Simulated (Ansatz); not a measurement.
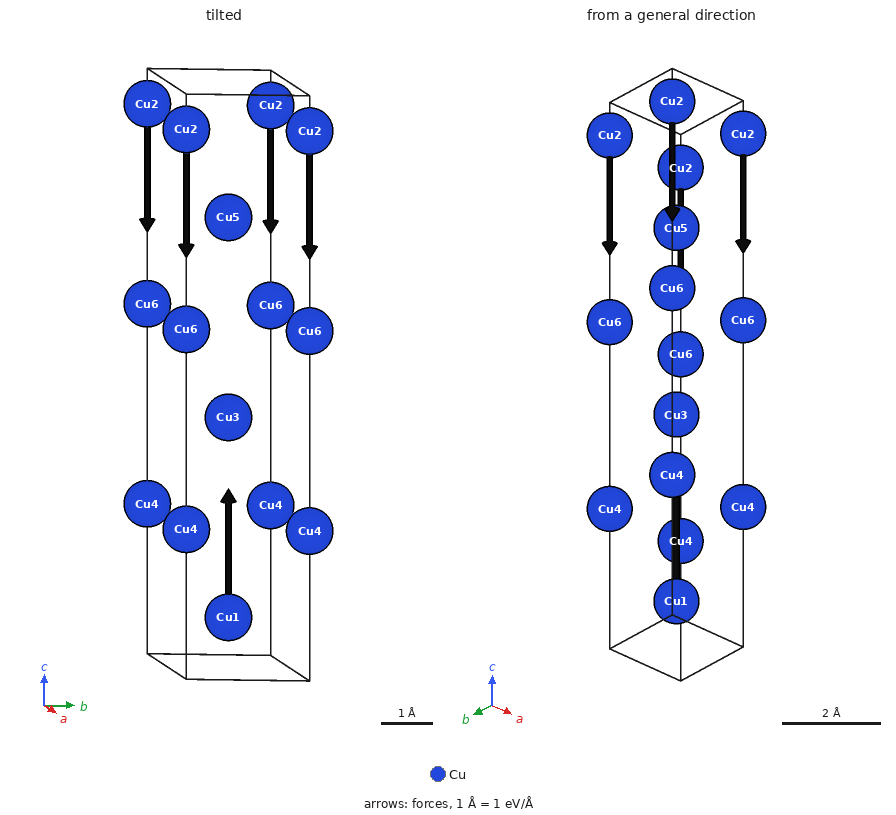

A spheres-only rendering, viewed slightly off an axis and from a general direction. The simulation cell is outlined; an atom on or near a face, edge or corner is repeated at each equivalent position. The arrows are the computed forces on the atoms.

System: Cu. Electronic-structure method: DFT r2SCAN, scalar-relativistic, plane waves, PAW in Ansatz 0.2.0. Parameters: plane waves up to 500 eV, a 20×20×4 grid in reciprocal space, Gaussian smearing of 0.15 eV, no spin polarisation.

Question: Is this an equilibrium geometry?

Answer: No. The atoms still feel forces of up to about 2.2 eV/Å, far above a usual threshold of 0.01 to 0.03 eV/Å.

Question: Which atom carries the strongest force?

Answer: Cu1 and Cu2, about 2.2 eV/Å.

The initial geometry was a structure listed in the Materials Project. The cell was then strained or its atoms displaced on purpose. A calculation with Ansatz used it as input.
